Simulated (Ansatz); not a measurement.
Start from this file.

Space group Immm (No. 71). a = 3.190 Å, b = 5.226 Å, c = 5.767 Å, α = 90.00°, β = 90.00°, γ = 90.00°
```
atom  site  symmetry       x       y       z
  Ga    2a       mmm  0.0000  0.0000  0.0000
  Sb    2c       mmm  0.5000  0.5000  0.0000
```

> Summarise the structure in words.

The solid is GaSb. The atoms follow space group Immm (No. 71); the Bravais lattice is body-centred orthorhombic. With Z = 2, the cell contains 2 Ga, 2 Sb. Neighbours within bonding distance: Ga 6 and Sb 8.

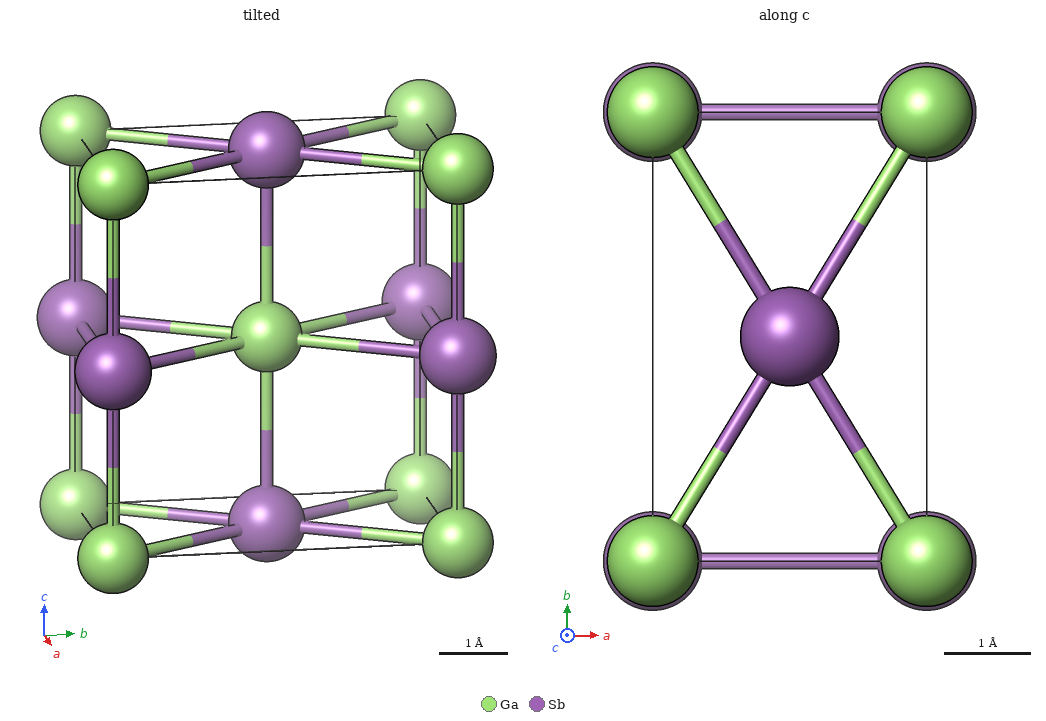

View slightly off an axis and along the c axis, drawn as a ball-and-stick model. One conventional unit cell is framed, with atoms on its boundary repeated.

Its origin is a structure listed in the Materials Project. What is shown is the relaxed result from DFT PBE, scalar-relativistic, plane waves, PAW (Ansatz).
